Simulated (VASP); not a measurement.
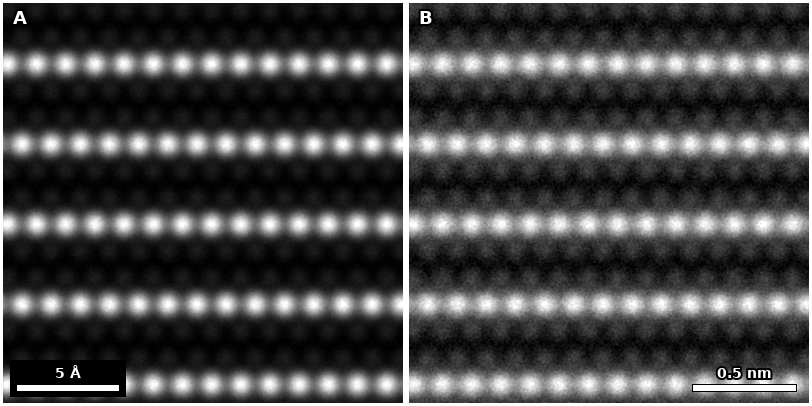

Two simulated images of the same area of Si2Mo (I4/mmm, No. 139) along [210], with a probe of 0.99 Å. One is incoherent Z contrast (Z^1.7 per atom), the other the projected potential of neutral atoms blurred by the probe (iDPC-like, thin sample). Brightness is counted from the darkest point of the image. Shot noise was added. Model: an entry of the Crystallography Open Database, as set up for an electronic-structure calculation.

Which panel is which, and how can one tell?

Answer. A is the Z-contrast image and B the potential image. The columns of 1 Si per repeat reach about 10 % of the brightest peak (1 Mo) in A but about 22 % in B, mainly since the potential grows much more slowly with atomic number.
